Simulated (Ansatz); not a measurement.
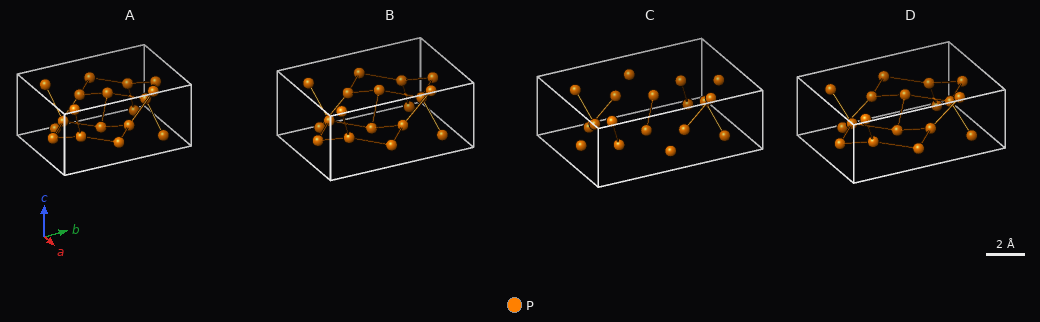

4 geometries from one relaxation of a crystal of P (a generated structure, set up in R-3m) (coarse preliminary run), in shuffled order. A ball-and-stick model of the conventional cell (3 times the calculation's cell), seen slightly off an axis. Lengths and directions refer to the drawn axes.

All numbers below come from Ansatz, DFT PBE, scalar-relativistic, plane waves, PAW. Set-up: plane-wave cutoff 420 eV; k-point mesh 6 × 6 × 6; occupations gaussian; smearing width 0.1 eV; no spin polarisation; cell and atoms relaxed; force threshold 0.04 eV/Å; at most 70 steps.

**Order the frames from highest to lowest energy.**

A, B, D, C. They are steps 0, 3, 5, 15, at +3.079 eV per cell of the calculation, +0.887 eV per cell of the calculation, +0.595 eV per cell of the calculation relative to the last. The largest moves relative to the cell, 0.14 Å, are those of P atoms. The drawn cell changes as follows: a = b 9.560 → 12.379 Å (+29.5 %), c 3.341 → 3.205 Å (−4.1 %); the volume changes by +60.8 %. Some distances before and after: P–P 2.140 → 2.888 Å, P–P 2.058 → 2.152 Å, P–P 2.223 → 2.186 Å. Bonds break: P–P (2.14 → 2.89 Å). Among the angles between lasting bonds that change: P–P–P 102.5° → 95.2°. The space group stays R-3m (No. 166). After 12 accepted moves (15 points after the start) the energy has fallen by 3.079 eV per cell of the calculation. Largest force component: 1.8 eV/Å at the start, 0.0069 eV/Å at the end. Pressure: 28.54 GPa at the start and 0.06 GPa at the end. The line search rejected the trial step at point 6 of the run. At 2 points the geometry stayed and the basis and grid were re-selected for the new cell (energy shift of 0.216 eV per cell of the calculation at most each time).
